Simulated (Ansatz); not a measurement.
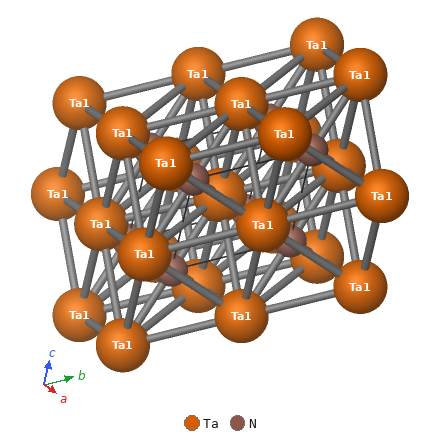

The system is TaN (Fm-3m, No. 225; 2 atoms in the cell); the picture shows the reference structure. 
- The energy is mapped over two homogeneous strains (x, y and z along the cube axes).
- The first coordinate is: engineering shear strain xz; the second: normal strain along z.
- Nothing is relaxed (symmetry fixes all fractional coordinates).
- The scan uses a 7 × 7 grid; 28 points were computed and 21 follow by symmetry.
- Points are written as (first, second).
- Energies: meV/atom, counted from the lowest grid point.
- Level of theory: DFT PBEsol, scalar-relativistic, plane waves, PAW (Ansatz). Settings: cutoff 520 eV, k-mesh 18×18×18, gaussian smearing 0.15 eV, no spin polarisation.

Its coordinates:

```yaml
crystal:
  lattice:
    - [0.00000, 2.18744, 2.18744]
    - [2.18744, 0.00000, 2.18744]
    - [2.18744, 2.18744, 0.00000]
  atoms:
    - { symbol: Ta, position: [0.50000, 0.50000, 0.50000] }
    - { symbol: N, position: [0.00000, 0.00000, 0.00000] }
```

The input of one point:

```yaml
crystal:
  lattice:
    - [0.0, 2.18744364, 2.18744364]
    - [2.18744364, 0.0, 2.18744364]
    - [2.18744364, 2.18744364, 0.0]
  atoms:
    - { symbol: Ta, position: [0.5, 0.5, 0.5] }
    - { symbol: "N", position: [0.0, 0.0, 0.0] }
basis:
  ecutwfc: 520.0
kpoints:
  mp_grid: { grid: [18, 18, 18] }
hamiltonian:
  xc: pbesol
  pseudopotentials: { kind: paw, azcp: { folder: soft_1 } }
scf:
  occupations: { method: gaussian, width: 0.15 }
output:
  forces: true
  stress: true
  eigenvalues: true
  write_density: true
  write_potential: true
  elf: true
  volumetric_format: npy
```

Range: engineering shear strain xz from −30 to 30 %; normal strain along z from −4.00 to 4.00 %.

Predict the map.

The lowest grid point is at (0 %, 0.00 %). It is the only kind of minimum in the scanned range. The highest grid point, (−30 %, −4.00 %), lies 309 meV/atom above the lowest. Round the minimum the two coordinates are nearly uncoupled.

| normal strain along z ↓, engineering shear strain xz → | −30 | −20 | −10 | 0 | 10 | 20 | 30 |
| --- | --- | --- | --- | --- | --- | --- | --- |
| 4.00 | 173 | 80 | 49 | 34 | 49 | 80 | 173 |
| 2.67 | 173 | 70 | 33 | 16 | 33 | 70 | 173 |
| 1.33 | 181 | 66 | 24 | 4 | 24 | 66 | 181 |
| 0.00 | 197 | 71 | 22 | 0 | 22 | 71 | 197 |
| −1.33 | 223 | 85 | 29 | 5 | 29 | 85 | 223 |
| −2.67 | 260 | 110 | 47 | 20 | 47 | 110 | 260 |
| −4.00 | 309 | 147 | 78 | 48 | 78 | 147 | 309 |

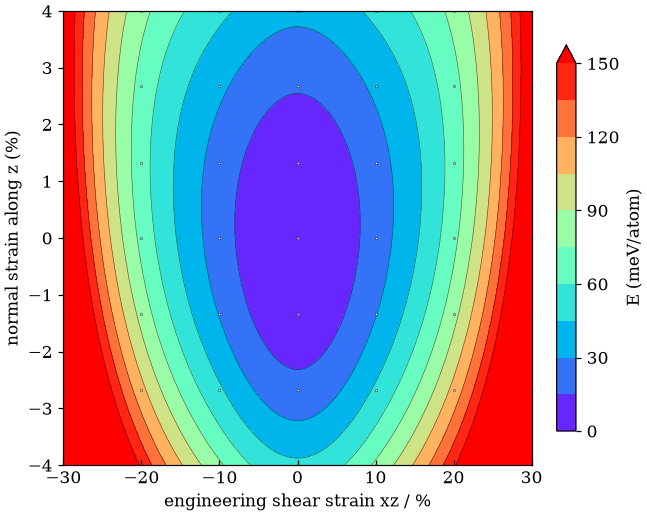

Drawn: filled contours, dots at the grid points, one colour for all values above the top of the scale. Between grid points the surface is interpolated.

The whole map (28 points run) took 4.3 min on 1 thread of AMD EPYC 9R45 96-Core Processor (Zen 5) (shared host).
